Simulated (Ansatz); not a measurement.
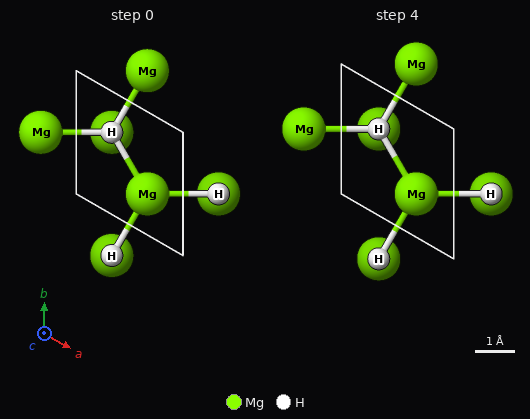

The structure of solid MgH (set up in P6_3/mmc) (coarse preliminary run) before (left) and after (right) a relaxation, at one scale.

A ball-and-stick model of the cell of the calculation, seen along the c axis.

Case: 2 H put on empty site 2 of 1 host cells, relaxed.

These are results of Ansatz 0.2.0, DFT PBE, scalar-relativistic, plane waves, PAW, not measurements.

Input file:
```yaml
crystal:
  lattice:
    - [3.2146377191, 0.0, 0.0]
    - [-1.6073188596, 2.7839579287, 0.0]
    - [0.0, 0.0, 5.1244855918]
  atoms:
    - { symbol: Mg, position: [0.3333333333, 0.6666666667, 0.25] }
    - { symbol: Mg, position: [0.6666666667, 0.3333333333, 0.75] }
    - { symbol: H, position: [0.3333333333, 0.6666666667, 0.75] }
    - { symbol: H, position: [0.6666666667, 0.3333333333, 0.25] }
basis:
  ecutwfc: 420
kpoints:
  mp_grid: { grid: [6, 6, 4] }
hamiltonian:
  xc: pbe
scf:
  occupations: { method: gaussian, width: 0.1 }
output:
  forces: true
  stress: true
  eigenvalues: true
relax:
  adjacent_minimum: "off"
  f_tol: 0.0325
  max_steps: 70
  cell: { stress_tol: 0.24 }
```

Command:
```bash
ansatz run input.yaml --threads 2 --pin off --max-ram 5120MiB --backend cpu --events-out ev --progress --plain --runs-dir out
```

Summarise the run.

After 3 accepted moves (4 points after the start) the energy has fallen by 34.1 meV per atom. All forces vanish by symmetry, so only the cell relaxes. The pressure goes from 7.06 to 0.12 GPa. At 1 point the geometry stayed and the basis and grid were re-selected for the new cell (energy shift of 0.9 meV per atom at most each time). No atom moves by more than 0.005 Å relative to the cell. Cell: a = b 3.215 → 3.389 Å (+5.4 %), c 5.124 → 5.159 Å (+0.7 %). Volume +11.9 %. Near-neighbour distances that change, for instance: Mg1–H4 1.856 → 1.957 Å. The space group stays P6_3/mmc (No. 194). Cost: 2.7 s on 2 threads of Arm Neoverse V1, with other jobs on the host, peak memory 0.28 GiB.
